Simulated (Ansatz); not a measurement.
A series of calculations on PbS

### Scan

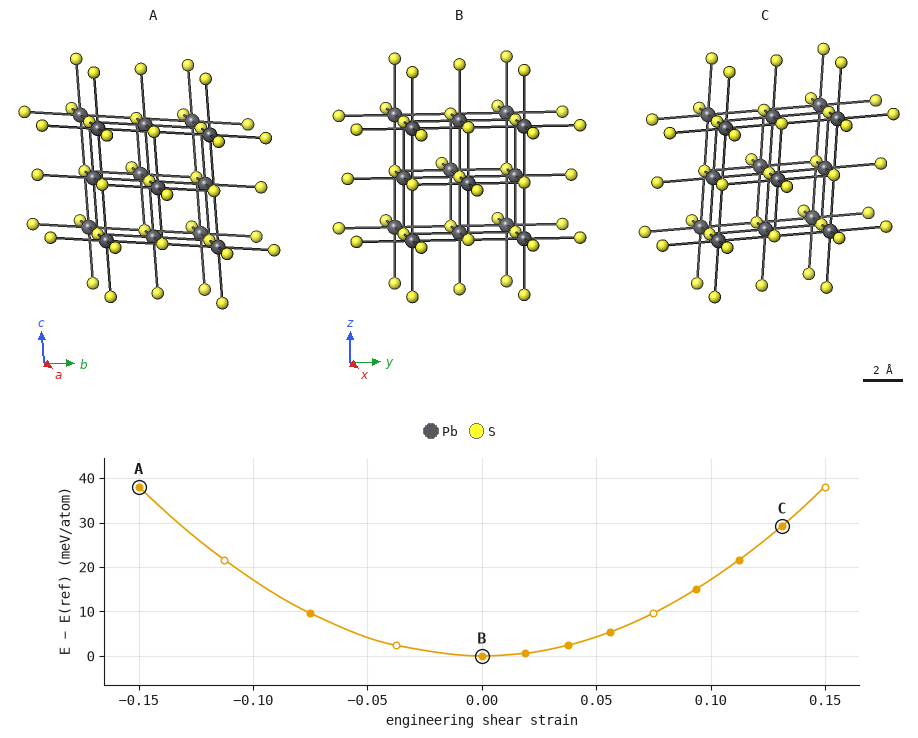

Energy scan for solid PbS (Fm-3m), in which the cell is strained in shear in the yz plane, with the atoms kept at their fractional coordinates. x, y and z are the Cartesian axes of the input. The lettered frames are marked on the plot. Hollow markers are points alike by symmetry, not computed again. The picture is a ball-and-stick view of the conventional cell (4 times the calculation's cell), seen along the a axis, with a slight tilt. Lengths and directions refer to the drawn axes.

The calculation used DFT r2SCAN, scalar-relativistic, plane waves, PAW (Ansatz 0.2.0). (plane-wave cutoff 500 eV; k-point mesh 8 × 8 × 8; occupations gaussian; smearing width 0.05 eV; no spin polarisation). Energies (free energies at the smearing named) are counted from the cell as listed in its source, which wasn't relaxed.

Question: What does the scan show?

Answer: The lowest computed point lies at the strain 0.00 (0.0 meV/atom). The end points stand at 38.1 meV/atom (−0.15) and 38.1 meV/atom (0.15). The unrelaxed reference is under a pressure of 1.4 GPa. The distortion takes the space group from Fm-3m to Immm. At the strain −0.15 the cell of the drawing goes b 5.930 → 5.947 Å, c 5.930 → 5.947 Å, α 90.0° → 98.6°. The band gap on the mesh, 0.61 eV in the reference, closes at −0.15, 0.1125, 0.1312.

### Scan

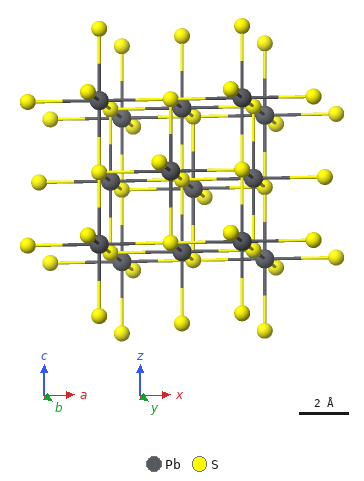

Energy scan for crystalline PbS (Fm-3m), in which the cell is strained equally along x and y and separately along z, with the atoms kept at their fractional coordinates. x, y and z are the Cartesian axes of the input. The picture shows the reference cell. A ball-and-stick model of the conventional cell (4 times the calculation's cell), seen along the b axis, with a slight tilt. Lengths and directions refer to the drawn axes.

Level of theory: DFT r2SCAN, scalar-relativistic, plane waves, PAW (Ansatz 0.2.0). Settings: plane-wave cutoff 500 eV; k-point mesh 8 × 8 × 8; occupations gaussian; smearing width 0.05 eV; no spin polarisation. Energies (free energies at the smearing named) are counted from the cell as listed in its source, which wasn't relaxed.

```
Pb S
1.0
     0.00000    2.96500    2.96500
     2.96500    0.00000    2.96500
     2.96500    2.96500    0.00000
Pb S
1 1
Direct
  0.00000 0.00000 0.00000
  0.50000 0.50000 0.50000
```

> Predict the energy profile on a grid with rows −0.030, −0.015, 0.000, 0.015, 0.030 and columns −0.030, −0.015, 0.000, 0.015, 0.030 (strain along x and y; strain along z).

Rows: strain along x and y; columns: strain along z; values in meV/atom.

```
        −0.030  −0.015  0.000  0.015  0.030
−0.030    65.4    50.0   41.2   38.1   39.5
−0.015    35.1    20.8   13.2   11.3   14.0
 0.000    19.4     6.3    0.0   −0.7    3.3
 0.015    16.1     4.3   −0.7   −0.1    5.2
 0.030    23.2    12.8    9.1   11.1   17.7
```

In pairs of (strain along x and y; strain along z): the lowest computed points lie at (0.000, 0.015), (0.015, 0.000) (−0.7 meV/atom), the highest at (−0.030, −0.030) (65.4 meV/atom). The valley is tilted: raising the in-plane strain is made harder by raising the strain along z (cross term 0.18 of the geometric mean of the two curvatures). Over the ranges scanned the energy rises more along the first axis, the in-plane strain. The pressure runs from −3.3 GPa at (0.030, 0.030) to 8.4 GPa at (−0.030, −0.030).

### Energy map

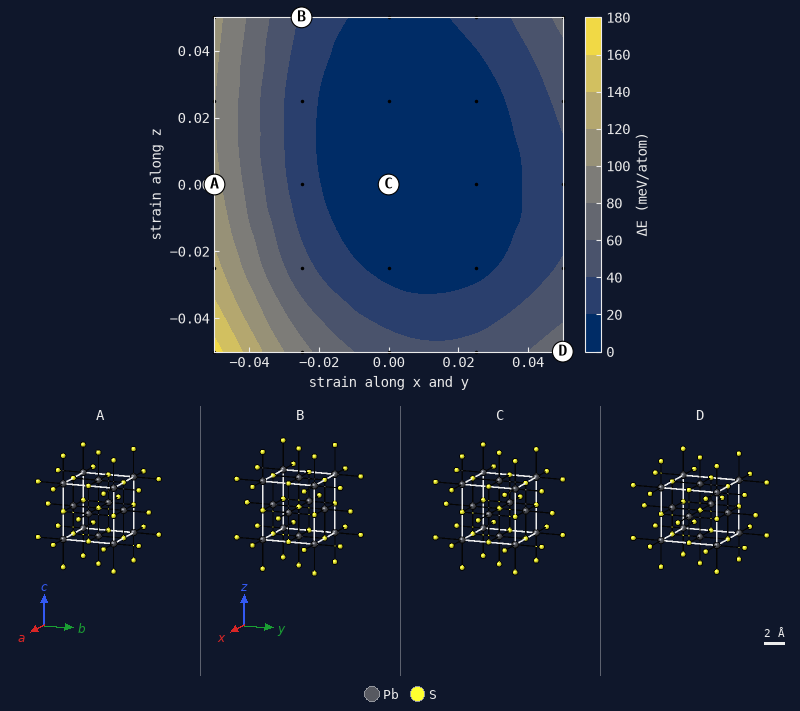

A scan of crystalline PbS (Fm-3m): the cell is strained equally along x and y and separately along z, with the atoms kept at their fractional coordinates. x, y and z are the Cartesian axes of the input. The map is interpolated between the computed points (dots). The lettered frames are marked on it. A ball-and-stick model of the conventional cell (4 times the calculation's cell), seen slightly off an axis. Lengths and directions refer to the drawn axes.

Level of theory: Ansatz 0.2.0, DFT r2SCAN, scalar-relativistic, plane waves, PAW. Set-up: plane-wave cutoff 500 eV; k-point mesh 8 × 8 × 8; occupations gaussian; smearing width 0.05 eV; no spin polarisation. Energies (free energies at the smearing named) are counted from the cell as listed in its source, which wasn't relaxed.

**What does the map show?**

In pairs of (strain along x and y; strain along z): the lowest computed point lies at (0.000, 0.000) (0.0 meV/atom), the highest at (−0.050, −0.050) (167.3 meV/atom). The valley is tilted: raising the in-plane strain is made harder by raising the strain along z (cross term 0.15 of the geometric mean of the two curvatures). Over the ranges scanned the energy rises more along the first axis, the in-plane strain. The pressure runs from −5.5 GPa at (0.050, 0.050) to 14.5 GPa at (−0.050, −0.050). The frames lie at A (−0.050, 0.000): 105.9 meV/atom, B (−0.025, 0.050): 37.4 meV/atom, C (0.000, 0.000): 0.0 meV/atom, D (0.050, −0.050): 70.2 meV/atom.
